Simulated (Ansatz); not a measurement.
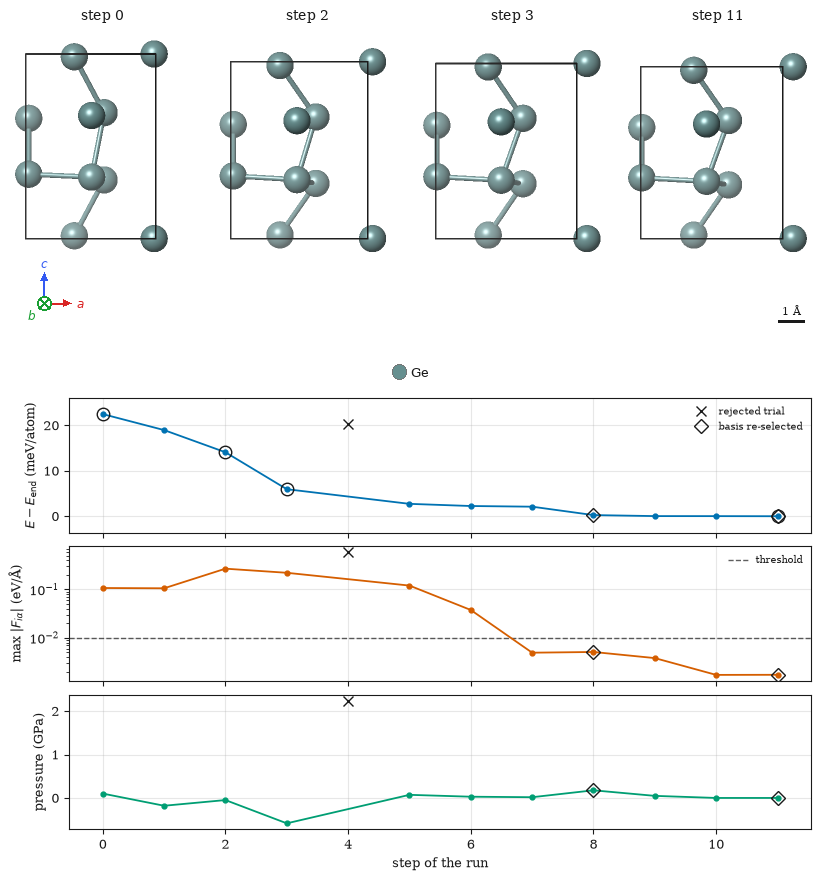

Frames of a relaxation of solid Ge (a generated structure, set up in P3_112), marked on the history of the run. Style: ball-and-stick. Shown: the cell of the calculation, along the b axis.

Level of theory: DFT PBE, scalar-relativistic, plane waves, PAW (Ansatz). (plane-wave cutoff 420 eV; k-point mesh 6 × 6 × 6; occupations gaussian; smearing width 0.1 eV; no spin polarisation; cell and atoms relaxed; force threshold 0.01 eV/Å; at most 80 steps)

> Describe the path.

The largest moves relative to the cell, 0.48 Å, are those of Ge atoms. Cell: a = b 5.873 → 6.413 Å (+9.2 %), c 7.207 → 6.708 Å (−6.9 %). Volume +11.0 %. Some distances before and after: Ge–Ge 2.608 → 2.526 Å, Ge–Ge 2.562 → 2.512 Å, Ge–Ge 2.487 → 2.514 Å, Ge–Ge 2.602 → 2.578 Å. Bond angles that change, for instance: Ge–Ge–Ge 81.7° → 99.1°, Ge–Ge–Ge 96.5° → 82.4°, Ge–Ge–Ge 94.1° → 106.1°. The space group stays P3_112 (No. 151). The energy falls by 22.5 meV per atom in 8 accepted moves (11 points after the start). Largest force component: 0.11 eV/Å at the start, 0.0017 eV/Å at the end. The pressure goes from 0.10 to 0.00 GPa. The line search rejected the trial step at point 4 of the run. At 2 points the geometry stayed and the basis and grid were re-selected for the new cell (energy shift of 1.9 meV per atom at most each time). Cost: 5.3 min on 1 thread of Intel(R) Xeon(R) 6975P-C (Granite Rapids), with other jobs on the host, peak memory 0.83 GiB. From step 0 to 2: Ge atoms move most (0.25 Å), volume +6.4 %, energy −8.4 meV per atom. From step 2 to 3: Ge atoms move most (0.21 Å), volume +4.8 %, energy −8.1 meV per atom. From step 3 to 11: volume −0.4 %, energy −6.0 meV per atom.
